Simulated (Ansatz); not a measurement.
**SiC: GW calculation**

The run: GW calculation of SiC (R-3m, 4 atoms in the cell). Method and program: G0W0 on PBE, plane waves, PAW, no spin polarisation (Ansatz 0.2.0).

The structure was built on a prototype by a generator. The geometry comes from this level: r2SCAN. It belongs to a series of runs on one base structure; here: frequency model.

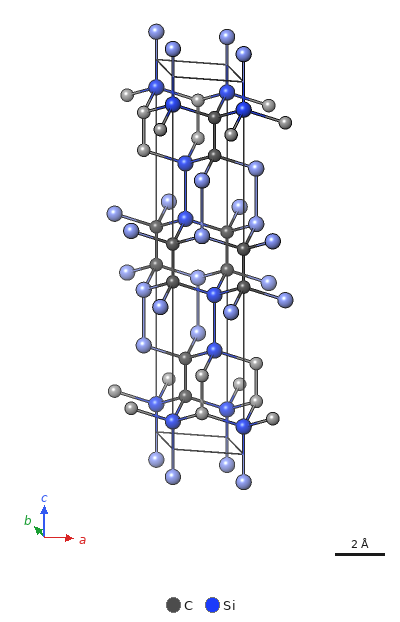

Fig. 1: The structure as given in the input (ball-and-stick view of the cell 3 times as large as that of the calculation, set on its symmetry axes, seen slightly off an axis; neighbours outside the cell are drawn fainter).

**Input**
```yaml
crystal:
  lattice:
    - [1.5415877844, 0.8900361223, 5.3212273172]
    - [-1.5415877844, 0.8900361223, 5.3212273172]
    - [0.0, -1.7800722446, 5.3212273172]
  atoms:
    - { symbol: C, position: [0.449191069, 0.449191069, 0.449191069] }
    - { symbol: Si, position: [0.9254740593, 0.9254740593, 0.9254740593] }
    - { symbol: Si, position: [0.0745259407, 0.0745259407, 0.0745259407] }
    - { symbol: C, position: [0.550808931, 0.550808931, 0.550808931] }
kpoints:
  mp_grid: { grid: [6, 6, 6] }
hamiltonian:
  xc: pbe
scf:
  occupations: { method: fixed }
gw:
  n_empty_bands: 164
  ecut_chi: 140
  qp_bands: [v2, c2]
  qp_kpoints: band_edges
  screening: { model: godby_needs }
```

Machine: 2 threads of Arm Neoverse V1, 24 GiB of memory available, shared host.

Launched with:
```bash
ansatz run input.yaml --threads 2 --pin off --max-ram 3686MiB --backend cpu --events-out ev --progress --plain --runs-dir out
```

**Log**
```
Engine: ansatz 0.2.0, aarch64-unknown-linux-gnu
Pseudopotentials: kind: paw
Pseudopotential: C, paw, valence charge 4, recommended cutoff 420 eV (normal), C.paw.azcp
Pseudopotential: Si, paw, valence charge 4, recommended cutoff 420 eV (normal), Si.paw.azcp
Functional definition: PBE
  parameter kappa = 0.804
  parameter beta = 0.06672455060314922
  exchange = pbe_x(kappa = kappa, mu = beta*pi^2/3)
  correlation = pbe_c(beta = beta)
Crystal: 4 atoms, lattice volume = 43.807 Å³
Basis set: ecut = 420 eV, 845 PW (Γ)
Bands: 12, of which v1, the nominal top of the filled ones, is band 8 counted from 1 (7 counted from 0)
Symmetry: 12 space group operations
Space group: R-3m (ITA 166), of the structure as read, at distance tolerance 3.5e-5 Å
k-points: 32 of 216
Non-local potential: C, projectors of the file, l = 0: 2, l = 1: 2, l = 2: 1
Non-local potential: Si, projectors of the file, l = 0: 2, l = 1: 2, l = 2: 2
PAW form: soft (Blöchl's): semilocal exchange-correlation on the pseudo side does not see the compensation charge
PAW one-centre angular grid: C, 110 points (default); XC on 64 Gauss nodes
PAW one-centre angular grid: Si, 110 points (default); XC on 64 Gauss nodes
Initial density: superposition of atomic densities (neutral atoms: chi_scale 0, normalization atom), corrected by the library's trained network
Initial wavefunctions: pseudopotential atomic-orbital guess
Functional: x = pbe(κ = 0.804, μ = 0.2195149727645171), c = pbe(β = 0.06672455060314922)
SCF iter   1: F=—  HF=-1772.972598 eV  |F-HF|=—  |Δ(HF+E_count)|=         —  Δρ=4.00e-3  dr2=1.80e-2  ethr=1.77e-3  ⟨swp⟩=4.3  Hψ=2213  notcnv=0  defer=63
preconditioner: auto → none  [insulator: Δε(μ)=0.578 eV  Ē_g=11.302 eV  n_scr=2 (ndim 8)  ℏωp=22.4 eV  f_vac=0.000  ε∞_Penn≈4.9]
SCF iter   2: F=—  HF=-1772.970537 eV  |F-HF|=—  |Δ(HF+E_count)|=   2.06e-3  Δρ=3.08e-3  dr2=8.00e-3  ethr=1.12e-4  ⟨swp⟩=2.4  Hψ=801  notcnv=0  defer=64
SCF iter   3: F=—  HF=-1772.969032 eV  |F-HF|=—  |Δ(HF+E_count)|=   1.51e-3  Δρ=1.13e-3  dr2=7.94e-4  ethr=5.00e-5  ⟨swp⟩=2.0  Hψ=592  notcnv=0  defer=64
SCF iter   4: F=—  HF=-1772.969125 eV  |F-HF|=—  |Δ(HF+E_count)|=   9.30e-5  Δρ=3.47e-4  dr2=4.89e-5  ethr=4.96e-6  ⟨swp⟩=2.7  Hψ=643  notcnv=0  defer=64
SCF iter   5: F=—  HF=-1772.969155 eV  |F-HF|=—  |Δ(HF+E_count)|=   3.07e-5  Δρ=7.98e-5  dr2=1.97e-6  ethr=3.06e-7  ⟨swp⟩=2.3  Hψ=602  notcnv=0  defer=9
SCF iter   6: F=-1772.969157 eV  HF=-1772.969157 eV  |F-HF|=5.87e-8  |Δ(HF+E_count)|=   1.89e-6  Δρ=1.64e-5  dr2=7.33e-8  ethr=6.25e-10  ⟨swp⟩=3.9  Hψ=1957  notcnv=0
SCF 1 converged in 6 iterations: F = -1772.969157 eV  dr2 = 7.33e-8
  greatest PAW one-centre occupation: 0.637 electrons in one spin orbital (limit 2), on the C atom at site 3 (counted from 0), in its partial waves of l = 0
NSCF: frozen V_eff on 32 k-points
G₀W₀ screening: q 1/32
G₀W₀ screening: q 2/32 (q-point 6)
G₀W₀ screening: q 3/32 (q-point 7)
G₀W₀ screening: q 4/32 (q-point 8)
G₀W₀ screening: q 5/32 (q-point 11)
G₀W₀ screening: q 6/32 (q-point 20)
G₀W₀ screening: q 7/32 (q-point 21)
G₀W₀ screening: q 8/32 (q-point 22)
G₀W₀ screening: q 9/32 (q-point 24)
G₀W₀ screening: q 10/32 (q-point 2)
G₀W₀ screening: q 11/32 (q-point 3)
G₀W₀ screening: q 12/32 (q-point 5)
G₀W₀ screening: q 13/32 (q-point 9)
G₀W₀ screening: q 14/32 (q-point 10)
G₀W₀ screening: q 15/32 (q-point 12)
G₀W₀ screening: q 16/32 (q-point 15)
G₀W₀ screening: q 17/32 (q-point 16)
G₀W₀ screening: q 18/32 (q-point 17)
G₀W₀ screening: q 19/32 (q-point 18)
G₀W₀ screening: q 20/32 (q-point 19)
G₀W₀ screening: q 21/32 (q-point 23)
G₀W₀ screening: q 22/32 (q-point 25)
G₀W₀ screening: q 23/32 (q-point 26)
G₀W₀ screening: q 24/32 (q-point 28)
G₀W₀ screening: q 25/32 (q-point 29)
G₀W₀ screening: q 26/32 (q-point 30)
G₀W₀ screening: q 27/32 (q-point 31)
G₀W₀ screening: q 28/32 (q-point 4)
G₀W₀ screening: q 29/32 (q-point 13)
G₀W₀ screening: q 30/32 (q-point 14)
G₀W₀ screening: q 31/32 (q-point 27)
G₀W₀ screening: q 32/32
G₀W₀ self-energy: k 1/14
G₀W₀ self-energy: k 2/14
G₀W₀ self-energy: k 3/14
G₀W₀ self-energy: k 4/14
G₀W₀ self-energy: k 5/14
G₀W₀ self-energy: k 6/14
G₀W₀ self-energy: k 7/14
G₀W₀ self-energy: k 8/14
G₀W₀ self-energy: k 9/14
G₀W₀ self-energy: k 10/14
G₀W₀ self-energy: k 11/14
G₀W₀ self-energy: k 12/14
G₀W₀ self-energy: k 13/14
G₀W₀ self-energy: k 14/14
NSCF: frozen V_eff on 1 k-points
NSCF: frozen V_eff on 1 k-points
NSCF: frozen V_eff on 1 k-points
SCF converged after 6 iterations
Free energy (F): -1772.969157 eV
Harris-Foulkes:  -1772.969157 eV  (|F-HF|=5.87e-8)
Internal energy: -1772.969157 eV  (E = F + TS)
E sigma→0 (E₀):  -1772.969157 eV
Fermi energy:    9.766871 eV
--- Per-component energies (eV) ---
  E_band       = 48.467742
  E_kinetic    = 267.092497
  E_local      = -261.064987  (includes V_loc(G=0)·N_el)
  E_nonlocal   = 104.473854
  E_hartree    = 86.300686
  E_xc         = -209.380868
  E_vxc        = -216.556627  (∫ρ·V_xc dr)
  E_paw        = -1223.937974  (= ΣΔE_a)
  E_vpaw       = -18.078417  (= ΣTr[D̂ρ^β])
  E_aug_tail   = 0.000026  (compensation charges beyond the density's cutoff)
  E_ewald      = -536.452391
  E_smearing   = -0.000000  (= −TS)
  E_closure    = 0.000000  (closes the sum)
  Σ components = -1772.969157   (vs F -1772.969157, Δ=0.00e0)
--- Band table (eV; the first three rows and the last of 32) ---
  k-point 0: bands = ["-6.7104", "-2.8327", "0.2443", "7.1837", "7.1837", "8.8044", "9.7669", "9.7669", "13.3293", "13.4877", "15.8196", "15.8196"]
  k-point 1: bands = ["-6.2577", "-2.4388", "0.6984", "5.2957", "6.6987", "7.8511", "8.5016", "9.1231", "13.5096", "14.3861", "14.6454", "16.1514"]
  k-point 2: bands = ["-5.0156", "-1.3692", "1.1808", "3.1797", "4.7818", "5.9331", "7.3122", "8.1832", "12.2739", "13.7311", "15.2051", "15.5151"]
  k-point 31: bands = ["-6.3625", "-4.1408", "3.4041", "4.9476", "7.1857", "7.1857", "9.7063", "9.7063", "13.3324", "15.3612", "15.5032", "15.5032"]
--- G₀W₀: ω_p = 22.4413 eV, 216 q-points, 164 empty bands' worth ---
  eigenvalues of the whole cell's RPA ε∞ on this k-mesh (on a slab, of 1 + 4πα/V) = 8.2689, 8.2689, 8.3579; static W/v taken at q = 0 is 0.120920
  GN-PPA: 1813318/5863179 pairs with Re ω̃² < 0 across q-mesh
  bands read: the sum over 172 bands ends inside a degenerate multiplet in 2 slots, whose members it reads at an even weight; the widest, k=13: bands 172 to 173 (counted from 1) at 1/2 each
  gw.qp_kpoints: band_edges: 14 of 32 stored k-points solved, in 1 pass; an edge of the gap read off the rows below is read off those points alone
    valence top: of the k-points left out ik 1 came nearest to being solved in a further pass, in band 8 (counted from 1, as in the quasiparticle table): it holds the edge there only if its correction is more favourable than any solved in that band by at least 0.644 eV; those differ by 0.308 eV
    conduction bottom: of the k-points left out ik 25 came nearest to being solved in a further pass, in band 9 (counted from 1, as in the quasiparticle table): it holds the edge there only if its correction is more favourable than any solved in that band by at least 0.542 eV; those differ by 0.226 eV
    ik  band        ε_KS         Σx   Σc(E_QP)       V_xc       Z   E_QP_lin       E_QP  E_QP is
     0     7      9.7669   -18.2310     1.9148   -15.9415  0.7869     9.3915     9.3922  root
     0     8      9.7669   -18.2310     1.9148   -15.9415  0.7869     9.3915     9.3922  root
     0     9     13.3293    -8.8284    -4.8244   -14.0776  0.7984    13.7553    13.7542  root
     0    10     13.4877    -8.9239    -4.6369   -14.0473  0.7957    13.9756    13.9742  root
     4     7      8.5616   -17.1951     1.7862   -14.9161  0.7887     8.0677     8.0689  root
     4     8      9.2806   -18.1757     2.0142   -15.7465  0.7863     8.8647     8.8656  root
     4     9     13.5893    -8.0586    -4.7510   -13.2288  0.7992    14.0096    14.0086  root
     4    10     14.2730    -8.4177    -4.8862   -13.7669  0.7973    14.7373    14.7361  root
     9     7      8.1398   -16.8734     1.7995   -14.5263  0.7882     7.5908     7.5923  root
     9     8      8.5736   -18.3137     2.2282   -15.6113  0.7844     8.0981     8.0994  root
     9     9     12.0770    -7.6154    -4.3228   -12.2323  0.8062    12.3716    12.3711  root
     9    10     12.6826    -7.3516    -4.5014   -12.1631  0.8038    12.9933    12.9928  root
    12     7      8.2969   -18.4131     2.3211   -15.5954  0.7836     7.7987     7.8002  root
    12     8      8.4421   -16.7430     1.7115   -14.4207  0.7896     7.8293     7.8314  root
    12     9     10.2523    -7.2867    -3.8209   -11.3063  0.8089    10.4512    10.4510  root
    12    10     11.7492    -7.1449    -4.3718   -11.7888  0.8123    12.0217    12.0213  root
    13     7      9.7515   -18.2468     1.9199   -15.9491  0.7868     9.3730     9.3737  root
    13     8      9.7515   -18.2468     1.9199   -15.9491  0.7868     9.3730     9.3737  root
    13     9     13.3242    -8.7449    -4.8213   -13.9856  0.7986    13.7447    13.7436  root
    13    10     14.2107    -8.8690    -4.7914   -14.1980  0.7928    14.7499    14.7482  root
    18     7      8.0203   -17.4128     2.1254   -14.7651  0.7858     7.4965     7.4981  root
    18     8      9.3634   -18.2895     2.0120   -15.8701  0.7861     8.9551     8.9560  root
    18     9     13.5406    -7.7911    -4.7160   -12.9091  0.8016    13.9434    13.9425  root
    18    10     14.8034    -8.2659    -4.9962   -13.7310  0.7931    15.2735    15.2723  root
    22     7      7.4645   -16.4262     1.9268   -13.8713  0.7867     6.8345     6.8364  root
    22     8      8.5916   -18.3585     2.2328   -15.6516  0.7844     8.1163     8.1176  root
    22     9     11.4799    -7.7425    -4.0777   -12.0728  0.8061    11.7328    11.7324  root
    22    10     12.7701    -6.6955    -4.5709   -11.5614  0.8088    13.0656    13.0651  root
    23     7      6.6952   -17.9720     2.6194   -14.7391  0.7802     6.0787     6.0818  root
    23     8      7.9057   -16.6925     1.8965   -14.1416  0.7878     7.2490     7.2512  root
    23     9     11.0139    -7.3322    -3.9777   -11.5551  0.8073    11.2594    11.2591  root
    23    10     13.0917    -6.9534    -4.5906   -11.9121  0.8046    13.4606    13.4597  root
    24     7      5.1926   -18.5995     3.1112   -14.9049  0.7724     4.6063     4.6092  root
    24     8      7.4818   -16.1308     1.8588   -13.5895  0.7880     6.7968     6.7993  root
    24     9     12.2410    -7.3643    -4.2362   -11.9051  0.8023    12.5460    12.5456  root
    24    10     12.7394    -6.9741    -4.4661   -11.7881  0.8033    13.0879    13.0873  root
    26     7      9.7217   -18.2778     1.9304   -15.9628  0.7868     9.3363     9.3370  root
    26     8      9.7217   -18.2778     1.9304   -15.9628  0.7868     9.3363     9.3370  root
    26     9     13.3293    -8.7052    -4.8235   -13.9448  0.7984    13.7462    13.7454  root
    26    10     15.1420    -8.6232    -5.0996   -14.3572  0.7916    15.7788    15.7763  root
    27     7      8.1662   -18.0839     2.2534   -15.3283  0.7839     7.6626     7.6640  root
    27     8      9.1323   -18.1795     2.0640   -15.6773  0.7860     8.6931     8.6941  root
    27     9     13.1406    -7.5508    -4.6158   -12.5329  0.8034    13.5077    13.5069  root
    27    10     15.0024    -8.5966    -5.1686   -14.3257  0.7908    15.5654    15.5629  root
    28     7      6.9993   -16.8135     2.2319   -13.8853  0.7837     6.3000     6.3030  root
    28     8      8.4058   -18.2558     2.2744   -15.4862  0.7843     7.9091     7.9106  root
    28     9     11.1479    -7.4805    -4.0833   -11.8163  0.8080    11.4008    11.4004  root
    28    10     13.0925    -6.5465    -4.6445   -11.5023  0.8096    13.4045    13.4039  root
    29     7      8.0118   -17.8698     2.2506   -15.1015  0.7842     7.4926     7.4941  root
    29     8      9.2883   -18.2847     2.0347   -15.8312  0.7860     8.8686     8.8695  root
    29     9     13.3773    -7.6782    -4.6696   -12.7347  0.8022    13.7650    13.7642  root
    29    10     15.1769    -8.2025    -5.1913   -13.9169  0.7901    15.7022    15.7000  root
    31     7      9.7063   -18.2937     1.9357   -15.9704  0.7867     9.3180     9.3188  root
    31     8      9.7063   -18.2937     1.9357   -15.9704  0.7867     9.3180     9.3188  root
    31     9     13.3324    -8.6883    -4.8244   -13.9275  0.7987    13.7482    13.7471  root
    31    10     15.3612    -8.7504    -5.1813   -14.5917  0.7908    16.0238    16.0212  root
```

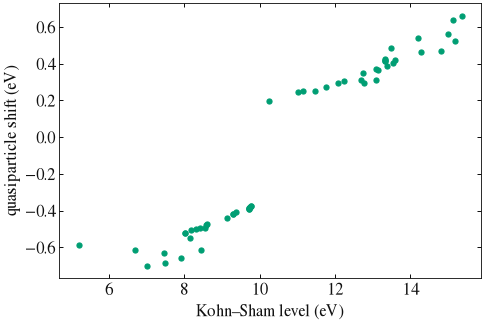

Fig. 2: Quasiparticle corrections (linearised) against the Kohn–Sham levels, for the bands and k-points computed. On this mesh the gap goes from 0.49 to 1.06 eV.

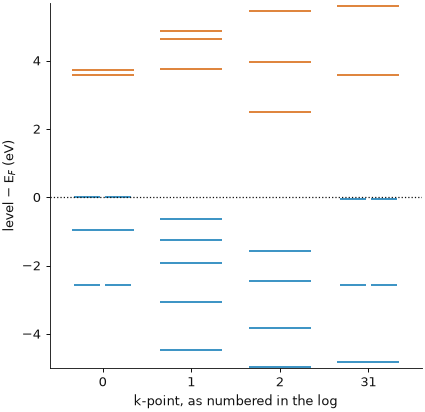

Fig. 3: Kohn–Sham levels near the Fermi level (dotted) at the few k-points that the log prints; levels within 0.02 eV of each other stand side by side. Among these points the highest filled and lowest empty levels are 2.51 eV apart; the gap on the full mesh, 0.49 eV, has an edge at a point that isn't printed.

**Key numbers**

```tsv
quantity	value
outcome	converged
space group (tolerance 0.01 Å)	R-3m (166)
electrons treated	16
free energy	−1772.9692 eV
Fermi energy	9.767 eV
gap on the k-point mesh	0.49 eV
quasiparticle gap on the mesh	1.06 eV
wall time	4.5 min (CPU time 8.8 min)
peak memory	0.94 GiB
```

**Remarks**

The GW levels are not extrapolated in basis or mesh.
